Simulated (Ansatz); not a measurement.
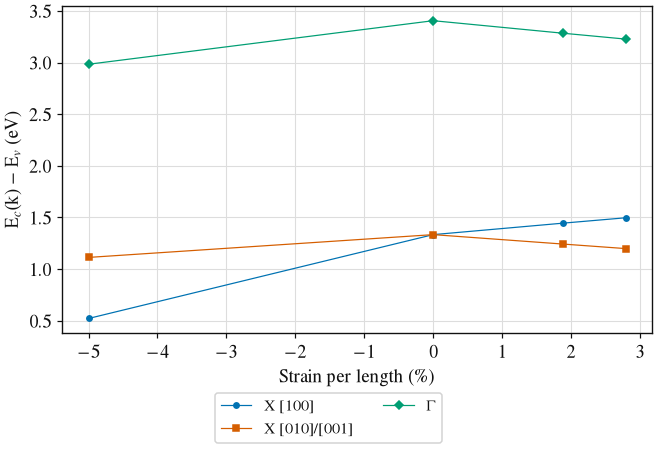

Lowest conduction level at each named k point, counted from the valence-band top at Γ.

System: zincblende BP, space group F-43m, 2 atoms in the primitive cell, relaxed with r2SCAN; unstrained, cubic a = 4.537 Å. The cell is strained along x with the other two lengths held; symmetry fixes the atoms. Points keep the names of the unstrained cell; those that the strain makes unlike carry their directions on the cubic axes x, y, z. Level of theory: PBE, Ansatz PAW set, no spin polarisation, no spin-orbit coupling, 10×10×10 k mesh, 420 eV cutoff, Fermi-Dirac smearing of 0.02 eV; code Ansatz 0.2.0.

> How does the strain split the X points of the conduction band?

Unstrained, the X points are equivalent. At −5 % the lowest conduction level is 0.52 eV at X [100] and 1.11 eV at X [010]/[001] above the valence top, a splitting of 0.59 eV, or 118 meV for each 1 % of strain on average.

The values:
```csv
strain,X [100] (eV),X [010]/[001] (eV),Γ (eV)
−5 %,0.52,1.11,2.98
0 %,1.33,1.33,3.41
+1.88 %,1.45,1.24,3.28
+2.79 %,1.50,1.20,3.23
```

The smallest gap over all k points computed is 0.40, 1.24, 1.13 and 1.07 eV in turn; it lies up to 0.13 eV under the lowest value plotted. The strain splits the threefold valence top at Γ, and levels count from its highest part. LDA, GGA and most meta-GGA functionals understate gaps.
